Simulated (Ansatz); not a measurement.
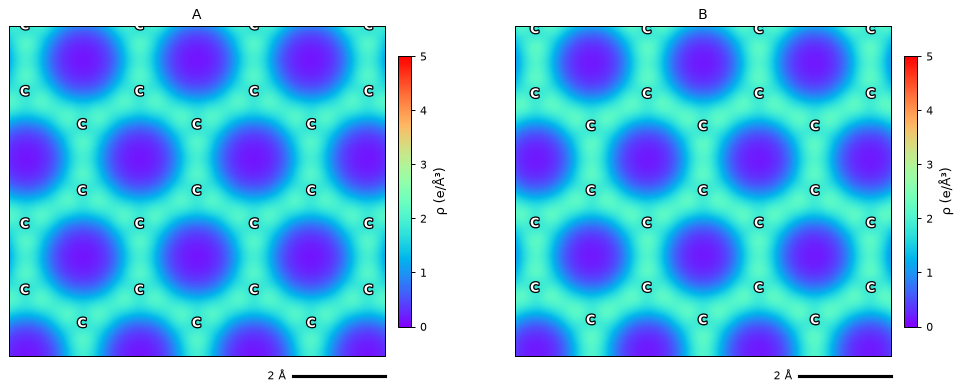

C. The valence pseudo-density of two cells that differ in size, on the (110) plane of each (indices in the axes of the calculation cell), at one length scale and on one colour scale: A has 9.3 Å³ an atom and B 8.7.

All numbers below come from Ansatz 0.2.0, DFT, PBEsol, PAW with Ansatz's default frozen-core files, scalar-relativistic.

Core electrons are frozen (PAW), and the valence fields are smoothed inside the atomic spheres.

The larger cell:

```cif
data_structure
_symmetry_space_group_name_H-M 'P 1'
_symmetry_Int_Tables_number 1
_cell_length_a 4.0443
_cell_length_b 3.6360
_cell_length_c 2.5042
_cell_angle_alpha 80.086
_cell_angle_beta 62.329
_cell_angle_gamma 37.586
_cell_volume 18.54
loop_
_atom_site_label
_atom_site_type_symbol
_atom_site_fract_x
_atom_site_fract_y
_atom_site_fract_z
_atom_site_occupancy
C1 C 0.16667 0.83333 0.16667 1
C2 C 0.83333 0.16667 0.83333 1
```

The smaller cell: a = 3.953 Å, b = 3.554 Å, c = 2.448 Å, α = 80.09°, β = 62.33°, γ = 37.59°.

Question: What changes from the larger cell to the smaller?

Answer: From the larger cell to the smaller, C–C goes from 1.45 to 1.41 Å, and the density at its midpoint from 1.9 to 2.1 e/Å³; the pressure goes from −14 to 4.4 GPa.
